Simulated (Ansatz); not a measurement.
Run report: C, geometry relaxation (part 2 of 2)

C (Fd-3m, 2 atoms in the cell); DFT PBEsol, scalar-relativistic, plane waves, PAW, no spin polarisation (Ansatz 0.2.0); cutoff 420 eV, 12×12×12 k-mesh, Gaussian smearing of 0.02 eV. The structure derives from an entry of the Crystallography Open Database.

Geometry of the input (Å; fractional positions):
```
0.0000  1.7834  1.7834
1.7834  0.0000  1.7834
1.7834  1.7834  0.0000
C  0.5000  0.5000  0.5000
C  0.7500  0.7500  0.7500
```

Output, continued:
```
SCF iter   1: F=—  HF=-493.335998 eV  |F-HF|=—  |Δ(HF+E_count)|=         —  Δρ=5.38e-5  dr2=2.77e-7  ethr=3.53e-9  ⟨swp⟩=1.0  Hψ=4062  notcnv=0
preconditioner: auto → none  [insulator: Δε(μ)=4.066 eV  Ē_g=19.739 eV  σ=0.020 eV  W_gap=1.00  n_scr=0 (ndim 8)  ℏωp=31.4 eV  f_vac=0.000  D(μ)=0.00/eV (n_scr^D=0)  ε∞_Penn≈3.5]
SCF iter   2: F=—  HF=-493.335999 eV  |F-HF|=—  |Δ(HF+E_count)|=   1.35e-7  Δρ=2.14e-5  dr2=4.59e-8  ethr=3.46e-9  ⟨swp⟩=1.6  Hψ=682  notcnv=0
iter 3 did not close the SCF: its close was put off for the readings that it lacked (scf_convergence_deferred on its scf_iter line)
SCF iter   3: F=-493.335999 eV  HF=-493.335999 eV  |F-HF|=1.10e-10  |Δ(HF+E_count)|=   1.45e-8  Δρ=1.49e-6  dr2=1.00e-10  ethr=5.73e-10  ⟨swp⟩=2.2  Hψ=867  notcnv=0
iter 4 did not close the SCF: its close was put off for the readings that it lacked (scf_convergence_deferred on its scf_iter line)
SCF iter   4: F=-493.335999 eV  HF=-493.335999 eV  |F-HF|=1.71e-13  |Δ(HF+E_count)|=  1.12e-10  Δρ=8.17e-8  dr2=4.91e-13  ethr=1.25e-12  ⟨swp⟩=2.2  Hψ=865  notcnv=0
iter 5 did not close the SCF: its close was put off for the readings that it lacked (scf_convergence_deferred on its scf_iter line)
SCF iter   5: F=-493.335999 eV  HF=-493.335999 eV  |F-HF|=1.14e-13  |Δ(HF+E_count)|=    0.00e0  Δρ=7.32e-9  dr2=1.52e-15  ethr=1.00e-12  ⟨swp⟩=1.0  Hψ=576  notcnv=0
iter 6 did not close the SCF: its close was put off for the readings that it lacked (scf_convergence_deferred on its scf_iter line)
SCF iter   6: F=-493.335999 eV  HF=-493.335999 eV  |F-HF|=2.27e-13  |Δ(HF+E_count)|=  2.84e-13  Δρ=5.27e-10  dr2=1.48e-17  ethr=1.00e-12  ⟨swp⟩=1.0  Hψ=576  notcnv=0
SCF iter   7: F=-493.335999 eV  HF=-493.335999 eV  |F-HF|=0.00e0  |Δ(HF+E_count)|=  5.68e-14  Δρ=1.30e-10  dr2=3.90e-19  ethr=1.00e-12  ⟨swp⟩=1.1  Hψ=1444  notcnv=0
SCF 5 converged in 7 iterations: F = -493.335999 eV  dr2 = 3.90e-19
relax step   5: F+E_penalty+E_count = -493.33599860 eV  Δ(F+E_penalty+E_count) = -1.531e-5 eV  max|allowed force component| = 1.434e-16 eV/Å  Δτ_max = 0.0000 Å  P = -0.000 GPa  Ω = 11.221 Å³  energy of the carried Pulay correction = +1.464e-5 eV  (7 SCF iters, accepted)
iter 1 solved again at ethr=2.04e-8 eV; its pass at ethr=3.10e-3 eV (dr2=1.64e-6 eV) is discarded
SCF iter   1: F=—  HF=-493.335999 eV  |F-HF|=—  |Δ(HF+E_count)|=         —  Δρ=4.71e-8  dr2=5.85e-14  ethr=2.04e-8  ⟨swp⟩=3.3  Hψ=5497  notcnv=0
eigensolver tolerance schedule: the retry pair's looser diagonalisation over-reported the residual by 27944843.15 of it (diagonalisation noise at an unbounded share of the residual, at the tolerance the schedule requests for it); recorded, not acted on — ethr = c·dr2/N_el stays at c = 1.0e-1
SCF iter   2: F=—  HF=-493.335999 eV  |F-HF|=—  |Δ(HF+E_count)|=   1.17e-7  Δρ=2.36e-8  dr2=1.49e-14  ethr=1.00e-12  ⟨swp⟩=2.4  Hψ=887  notcnv=0
iter 3 did not close the SCF: its close was put off for the readings that it lacked (scf_convergence_deferred on its scf_iter line)
SCF iter   3: F=-493.335999 eV  HF=-493.335999 eV  |F-HF|=0.00e0  |Δ(HF+E_count)|=  1.71e-13  Δρ=1.59e-8  dr2=6.69e-15  ethr=1.00e-12  ⟨swp⟩=1.0  Hψ=576  notcnv=0
iter 4 did not close the SCF: its close was put off for the readings that it lacked (scf_convergence_deferred on its scf_iter line)
SCF iter   4: F=-493.335999 eV  HF=-493.335999 eV  |F-HF|=0.00e0  |Δ(HF+E_count)|=    0.00e0  Δρ=9.13e-9  dr2=2.20e-15  ethr=1.00e-12  ⟨swp⟩=1.0  Hψ=576  notcnv=0
iter 5 did not close the SCF: its close was put off for the readings that it lacked (scf_convergence_deferred on its scf_iter line)
SCF iter   5: F=-493.335999 eV  HF=-493.335999 eV  |F-HF|=1.71e-13  |Δ(HF+E_count)|=  5.68e-14  Δρ=6.92e-9  dr2=1.26e-15  ethr=1.00e-12  ⟨swp⟩=1.0  Hψ=576  notcnv=0
iter 6 did not close the SCF: its close was put off for the readings that it lacked (scf_convergence_deferred on its scf_iter line)
SCF iter   6: F=-493.335999 eV  HF=-493.335999 eV  |F-HF|=5.68e-14  |Δ(HF+E_count)|=  1.14e-13  Δρ=5.01e-9  dr2=6.62e-16  ethr=1.00e-12  ⟨swp⟩=1.0  Hψ=576  notcnv=0
SCF iter   7: F=-493.335999 eV  HF=-493.335999 eV  |F-HF|=1.71e-13  |Δ(HF+E_count)|=  1.14e-13  Δρ=2.02e-9  dr2=1.08e-16  ethr=1.00e-12  ⟨swp⟩=1.2  Hψ=1463  notcnv=0
SCF 6 converged in 7 iterations: F = -493.335999 eV  dr2 = 1.08e-16
relax step   6: F+E_penalty+E_count = -493.33599860 eV  Δ(F+E_penalty+E_count) = -1.137e-13 eV  max|allowed force component| = 1.989e-16 eV/Å  Δτ_max = 0.0000 Å  P = -0.001 GPa  Ω = 11.221 Å³  stress off target by 1.15e-3 GPa  SCF on the basis re-selected at this cell (its energy is not comparable with the rows above)  (7 SCF iters)
```

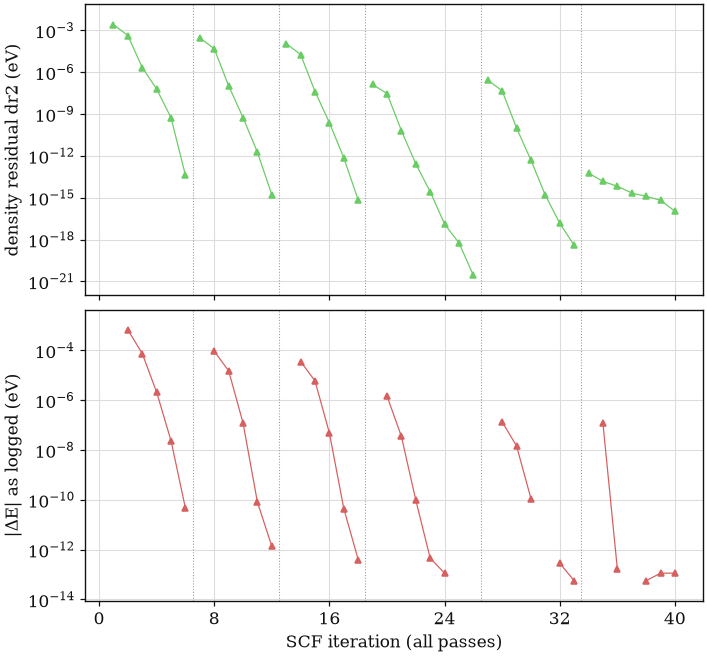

**Figure 1.** Convergence of the self-consistent field: density residual dr2 and size of the energy change against the SCF iteration. The dotted lines part the SCF passes of the relaxation: geometry steps, rejected trials and re-solves on a re-selected basis. The 6 passes take 6 to 8 iterations each, 40 in all.

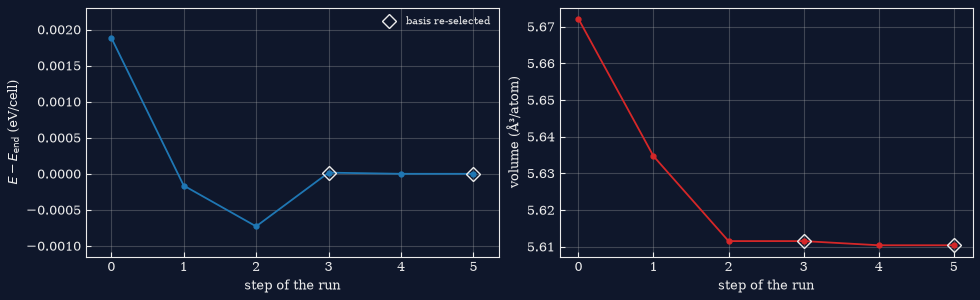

**Figure 2.** Progress of the relaxation, step by step (the first geometry is step 0 here and step 1 in the log). The atoms keep their places relative to the cell (all moves are under 0.005 Å). Cell: a = b = c 3.567 → 3.554 Å (−0.4 %). Volume −1.1 %. Among the contacts that change: C1–C2 1.544 → 1.539 Å. The space group stays Fd-3m (No. 227). The energy falls by 1.9 meV per cell of the calculation in 3 geometry steps. All forces vanish by symmetry, so only the cell relaxes. The pressure goes from −4.82 to 0.00 GPa. 1 further SCF at an unchanged geometry re-selected the plane-wave basis for the new cell. The energy change given includes the shifts at the re-selections in mid-walk, which come without any move. A last SCF at the same geometry on a re-selected plane-wave basis shifts the energy by next to nothing (0.0 meV per cell of the calculation). (Atoms are counted from 1 in the order of the input.)

```
basis re-selected at this cell: Δ(F+E_penalty+E_count) = -1.137e-13 eV, ΔP = -0.001 GPa vs the last step (what re-selecting the basis moved, of the pressure what is left beyond the Pulay correction that the steps carried, after the strain that the cell walked since its last selection, with what the two solves' SCF thresholds leave and, on support functions, any second-order correction that the steps lacked; it is no measure of the basis error at this ecutwfc). This SCF's stress stands 1.15e-3 GPa from its target on what of the cell is left free (relax.cell.stress_tol is 5.00e-2 GPa) and its largest allowed force component is 1.99e-16 eV/Å (relax.f_tol is 5.00e-3 eV/Å): within both
SCF converged after 7 iterations
Free energy (F): -493.335999 eV
Harris-Foulkes:  -493.335999 eV  (|F-HF|=1.71e-13)
Internal energy: -493.335999 eV  (E = F + TS)
E sigma→0 (E₀):  -493.335999 eV
Fermi energy:    15.519839 eV
--- Per-component energies (eV) ---
  E_band       = 35.319679
  E_kinetic    = 184.674628
  E_local      = -120.850139  (includes V_loc(G=0)·N_el)
  E_nonlocal   = 53.511033
  E_hartree    = 26.158140
  E_xc         = -96.918681
  E_vxc        = -120.694063  (∫ρ·V_xc dr)
  E_paw        = -190.725754  (= ΣΔE_a)
  E_vpaw       = -13.638077  (= ΣTr[D̂ρ^β])
  E_aug_tail   = 0.000017  (compensation charges beyond the density's cutoff)
  E_ewald      = -349.227444
  E_core_change = 0.042201  (= ΣΔE_core)
  E_smearing   = -0.000000  (= −TS)
  E_closure    = -0.000000  (closes the sum)
  Σ components = -493.335999   (vs F -493.335999, Δ=0.00e0)
--- Forces (eV/Å), atoms counted from 1 ---
  atom   1  C      0.00000000    -0.00000000    -0.00000000
  atom   2  C     -0.00000000     0.00000000     0.00000000
  max |Σ_I F_I| component: 1.20e-16 eV/Å
--- Stress (GPa, compression-positive) ---
       -0.001155       0.000000      -0.000000
        0.000000      -0.001155      -0.000000
       -0.000000       0.000000      -0.001155
  P = ⅓ Tr σ = -0.0012 GPa (-0.012 kbar)
--- Band table (eV; the first three rows and the last of 72) ---
  k-point 0: bands = ["-8.1814", "13.4869", "13.4869", "13.4869", "19.0573", "19.0573", "19.0573", "27.0474"]
  k-point 1: bands = ["-7.9872", "12.2402", "13.1570", "13.1570", "19.4883", "19.4883", "19.7893", "27.1954"]
  k-point 2: bands = ["-7.4069", "9.6789", "12.4437", "12.4437", "20.4196", "20.4196", "20.9061", "27.6172"]
  k-point 71: bands = ["1.4689", "1.4689", "4.9758", "4.9758", "23.9949", "23.9949", "25.9136", "25.9136"]
--- Relaxed structure (4 steps of the walk, 4 accepted, 2 SCFs on fresh bases) ---
  F+E_penalty+E_count = -493.33599860 eV   max|allowed force component| = 1.989e-16 eV/Å   (the final SCF, on the basis selected at the relaxed cell)
  cell:  # Å, volume = 11.2208 Å³
    - [1.894841474733048e-34, 1.7769046139605988, 1.7769046139605988]
    - [1.7769046139605988, 1.6559959106910672e-34, 1.7769046139605988]
    - [1.7769046139605988, 1.7769046139605988, -5.254602408923578e-35]
  atoms:
    - { symbol: C, position: [0.5000000000000001, 0.5000000000000001, 0.5000000000000001] }
    - { symbol: C, position: [0.7500000000000001, 0.7500000000000001, 0.7500000000000001] }
```

Trajectory as extended XYZ (Å, eV, eV/Å), 6 frames, from step=1 to step=6:
```
2
Lattice="0.0000 1.7834 1.7834 1.7834 0.0000 1.7834 1.7834 1.7834 0.0000" Properties=species:S:1:pos:R:3:forces:R:3 step=1 energy=-493.33411 pressure_GPa=-4.82
C     1.7834    1.7834    1.7834    0.0000   0.0000   0.0000
C     2.6751    2.6751    2.6751    0.0000   0.0000   0.0000
2
Lattice="0.0000 1.7795 1.7795 1.7795 0.0000 1.7795 1.7795 1.7795 0.0000" Properties=species:S:1:pos:R:3:forces:R:3 step=2 energy=-493.33616 pressure_GPa=-1.85
C     1.7795    1.7795    1.7795    0.0000   0.0000   0.0000
C     2.6692    2.6692    2.6692    0.0000   0.0000   0.0000
2
Lattice="0.0000 1.7770 1.7770 1.7770 0.0000 1.7770 1.7770 1.7770 0.0000" Properties=species:S:1:pos:R:3:forces:R:3 step=3 energy=-493.33673 pressure_GPa=0.02
C     1.7770    1.7770    1.7770    0.0000   0.0000   0.0000
C     2.6655    2.6655    2.6655    0.0000   0.0000   0.0000
2
Lattice="0.0000 1.7770 1.7770 1.7770 0.0000 1.7770 1.7770 1.7770 0.0000" Properties=species:S:1:pos:R:3:forces:R:3 step=4 energy=-493.33598 pressure_GPa=-0.09
C     1.7770    1.7770    1.7770    0.0000   0.0000   0.0000
C     2.6655    2.6655    2.6655    0.0000   0.0000   0.0000
2
Lattice="0.0000 1.7769 1.7769 1.7769 0.0000 1.7769 1.7769 1.7769 0.0000" Properties=species:S:1:pos:R:3:forces:R:3 step=5 energy=-493.33600 pressure_GPa=-0.00
C     1.7769    1.7769    1.7769    0.0000   0.0000   0.0000
C     2.6654    2.6654    2.6654    0.0000   0.0000   0.0000
2
Lattice="0.0000 1.7769 1.7769 1.7769 0.0000 1.7769 1.7769 1.7769 0.0000" Properties=species:S:1:pos:R:3:forces:R:3 step=6 energy=-493.33600 pressure_GPa=-0.00
C     1.7769    1.7769    1.7769    0.0000   0.0000   0.0000
C     2.6654    2.6654    2.6654    0.0000   0.0000   0.0000
```

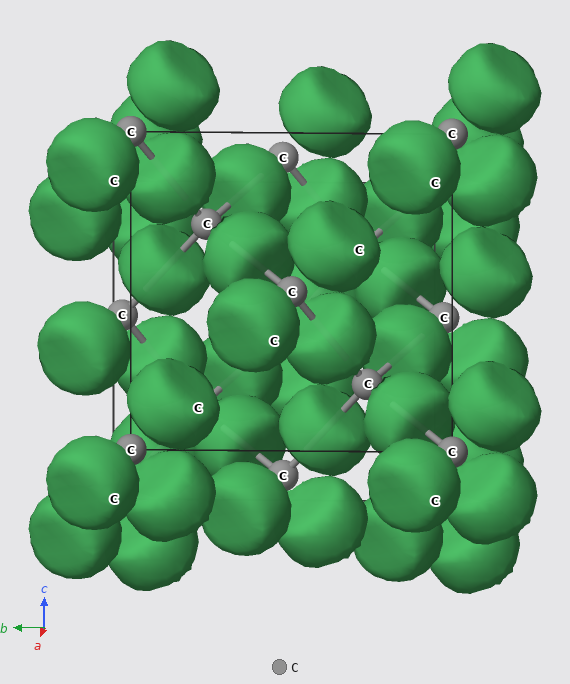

**Figure 3.** Isosurface of the electron localisation function at 0.7 (green), seen at an oblique angle. Only the valence region is drawn (cores and ρ < 0.01 e/Å³ removed). Sticks mark near contacts. The outline is the cell set on symmetry axes. Core electrons are frozen (PAW), so the fields are smoothed inside the atomic spheres.

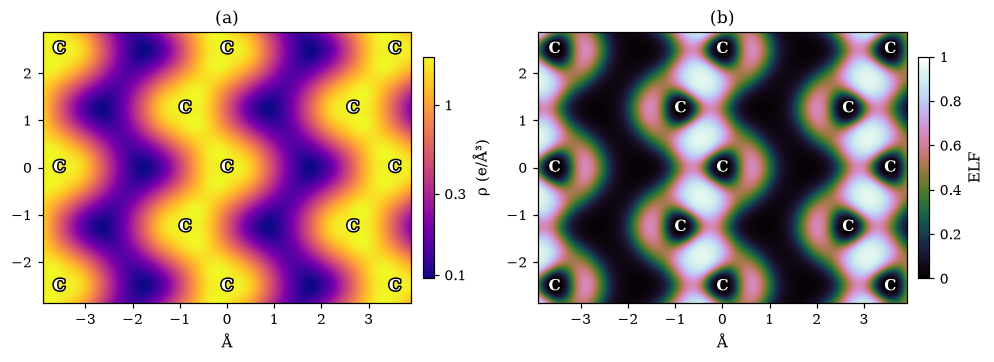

**Figure 4.** (a) valence electron density; (b) ELF on the (110) plane of the conventional cell. The section cuts through C sites. Away from the nuclei the density in this plane falls to 0.1 e/Å³ at its lowest.

Summary:

| quantity | value |
| --- | --- |
| outcome | converged |
| space group (tolerance 0.01 Å) | Fd-3m (227) |
| electrons treated | 8 |
| free energy | −493.3360 eV |
| Fermi energy | 15.520 eV |
| gap on the k-point mesh | 4.07 eV |
| pressure | 0.00 GPa |
| final volume | 11.22 Å³ |
| largest force (length of the vector) at the end | under 0.001 eV/Å |
| final cell | a = 2.513 Å, b = 2.513 Å, c = 2.513 Å, α = 60.00°, β = 60.00°, γ = 60.00° |
| wall time | 3.7 s |
| peak memory | 0.3 GiB |
